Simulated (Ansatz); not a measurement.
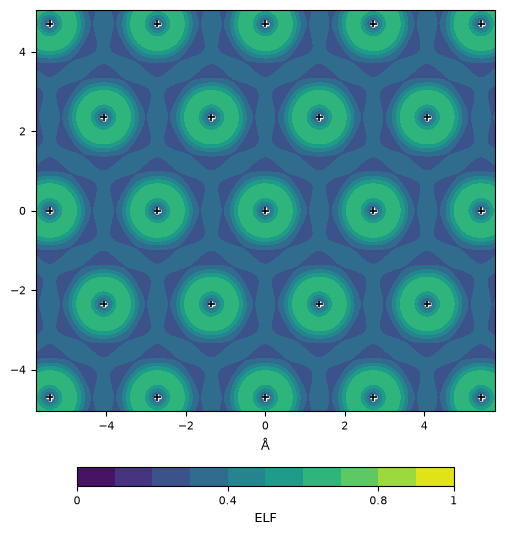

The electron localisation function on a plane through atoms (crosses mark nuclei in the plane).

Theory: DFT PBEsol, scalar-relativistic, plane waves, PAW (Ansatz 0.2.0).

Candidates:
A. Ge, a = 4.12 Å, b = 4.12 Å, c = 6.40 Å, α = 90.00°, β = 90.00°, γ = 120.00°. Space group P6₃/mmc; a structure from a database of computed crystals, not necessarily the ambient phase; changed on purpose from its base cell (strain +0.030 along x and y, -0.030 along z, atoms carried along); not relaxed (largest force 0.6 eV/Å).
B. BaTiO3, a = 3.97 Å, b = 3.97 Å, c = 3.97 Å, α = 90.00°, β = 90.00°, γ = 90.00°. Space group Pm-3m; computed without spin polarisation.
C. Ir, a = 5.43 Å, b = 5.43 Å, c = 5.43 Å, α = 60.00°, β = 60.00°, γ = 60.00°. Space group Fm-3m; computed pressure about −3 GPa in this cell; computed without spin polarisation.

Q: Which system is this?

A: Candidate C: Ir on the (010) plane of the calculation cell, which holds Ir. Ir–Ir (2.71 Å): the ELF is about 0.35 at the midpoint: no shared electron pair shows on this line.
